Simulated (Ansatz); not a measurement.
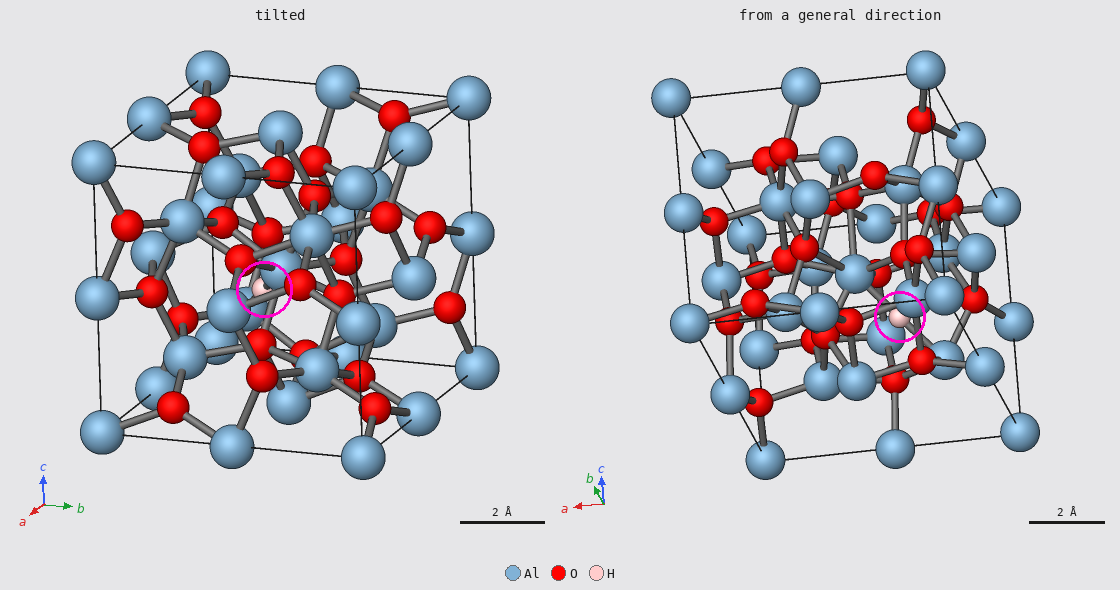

Ball-and-stick representation of a periodic structure, projected slightly off an axis and from a general direction. One supercell is framed, with atoms on its boundary repeated. The host is Al₂O₃, in a cell of 40 sites, and the cell carries a charge of -1. A ring marks the defect's site.

### Describe the defect.

An interstitial hydrogen atom. It is bonded to two Al in a linear arrangement at about 1.7 Å.

The atoms were relaxed in the host's cell with DFT PBEsol, scalar-relativistic, plane waves, PAW in Ansatz.
